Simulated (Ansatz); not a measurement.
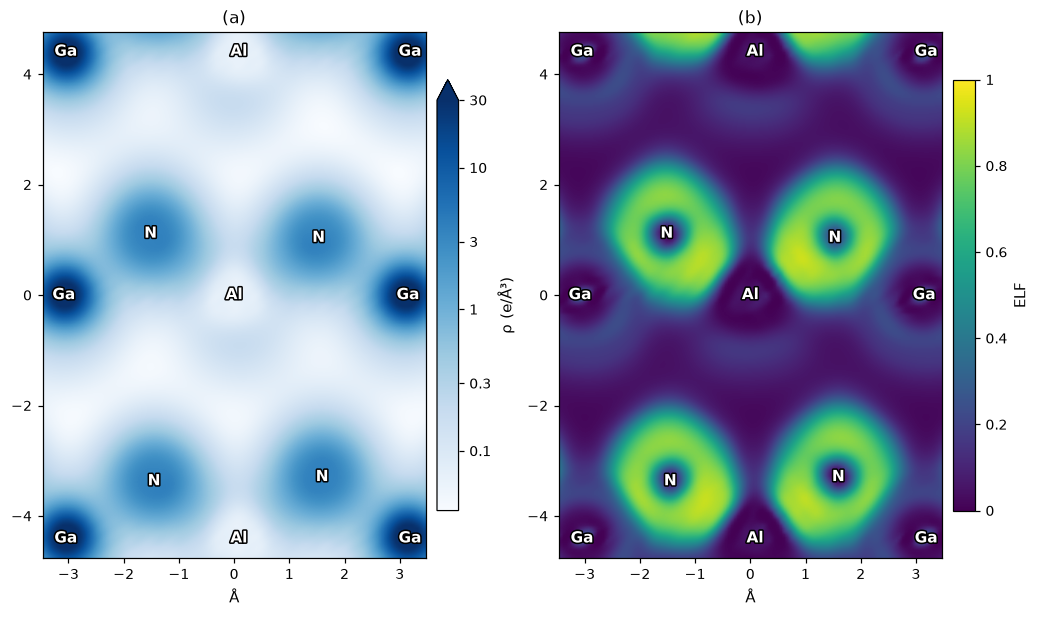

*Al5Ga2N8 (cell with a defect). (a) valence charge density (pseudo); (b) ELF on the (101̄) plane of the calculation cell.*

Computed pressure about 2 GPa in this cell; computed without spin polarisation.

The calculation used DFT PBEsol, scalar-relativistic, plane waves, PAW in Ansatz 0.2.0.

The density is the valence pseudo-density of a PAW calculation; it isn't the true density close to the nuclei.

The calculation's input:

```
crystal:
  lattice:
    - [-4.4069948372, 4.4069948372, 0.0]
    - [0.0, 4.4069948372, -4.4069948372]
    - [-4.4069948372, 0.0, -4.4069948372]
  atoms:
    - { symbol: Al, position: [0.5, 0.0, 0.0] }
    - { symbol: Al, position: [0.5, 0.5, 0.0] }
    - { symbol: Al, position: [0.0, 0.0, 0.5] }
    - { symbol: Al, position: [0.5, 0.0, 0.5] }
    - { symbol: Al, position: [0.0, 0.5, 0.0] }
    - { symbol: Ga, position: [0.5, 0.5, 0.5] }
    - { symbol: Ga, position: [0.0, 0.0, 0.0] }
    - { symbol: "N", position: [0.6276461415, 0.1170615756, 0.6276461415] }
    - { symbol: "N", position: [0.1276461415, 0.6170615756, 0.1276461415] }
    - { symbol: "N", position: [0.6276461415, 0.6276461415, 0.6276461415] }
    - { symbol: "N", position: [0.1276461415, 0.1276461415, 0.1276461415] }
    - { symbol: "N", position: [0.1170615756, 0.6276461415, 0.6276461415] }
    - { symbol: "N", position: [0.6170615756, 0.1276461415, 0.1276461415] }
    - { symbol: "N", position: [0.6276461415, 0.6276461415, 0.1170615756] }
    - { symbol: "N", position: [0.1276461415, 0.1276461415, 0.6170615756] }
basis:
  ecutwfc: 420
kpoints:
  mp_grid: { grid: [4, 4, 4] }
hamiltonian:
  xc: pbesol
scf:
  occupations: { method: gaussian, width: 0.05 }
output:
  forces: true
  stress: true
  eigenvalues: true
  write_density: true
  write_potential: true
  elf: true
  volumetric_format: npy
relax:
  adjacent_minimum: "off"
  f_tol: 0.02
  max_steps: 50
```

Launched as:

```sh
ansatz run input.yaml --threads 4 --pin off --max-ram 9216MiB --backend cpu --events-out ev --progress --plain --runs-dir out
```

The fields are those of the relaxed geometry.

Question: Describe what can be read from this map.

Answer: The section cuts through Al, Ga and N sites. Al–N (1.88 Å): ρ at the midpoint is about 0.7 e/Å³; the ELF peaks at about 0.90 between the atoms. Ga–N (1.92 Å): ρ is about 0.78 e/Å³ halfway; the ELF peaks at about 0.85 in the valence shell of N, 0.6 Å from its nucleus, and is about 0.50 at the midpoint. Between the atoms the lowest density in this plane is 0.04 e/Å³.
